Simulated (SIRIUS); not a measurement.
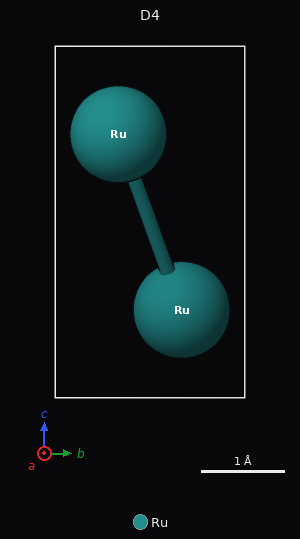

Solid Ru (set up in P6_3/mmc), relaxed (cell and atoms) with several dispersion corrections. The picture shows the result with D4. A ball-and-stick model of the cell of the calculation, seen along the a axis.

Computed with SIRIUS 7.12.0: PBEsol, dojo-sr-pbe-0.4.1-standard. (plane-wave cutoff 1152 eV; k-point mesh 5 × 5 × 3; occupations fermi-dirac; smearing width 0.05 eV; optimiser BFGS; no spin polarisation)

```csv
dispersion correction,volume (Å³/atom),a (Å),c (Å)
D4,13.174,2.667,4.276
D3(BJ),?,?,?
none,13.304,2.676,4.290
D3,13.047,2.658,4.264
```

**Estimate the missing row from the others, and compare with the calculation.**

With D3(BJ) the volume is the smallest of the series, below D3 (13.047). The calculation gives 13.025 Å³/atom (a = 2.657 Å, c = 4.261 Å). In order of volume: D3(BJ) < D3 < D4 < none; the spread is 2.1 %.

Each member starts from this one structure; whether another phase lies lower wasn't checked.

Limits of the set-up: the k-point mesh is coarse for a cell with partly filled bands.
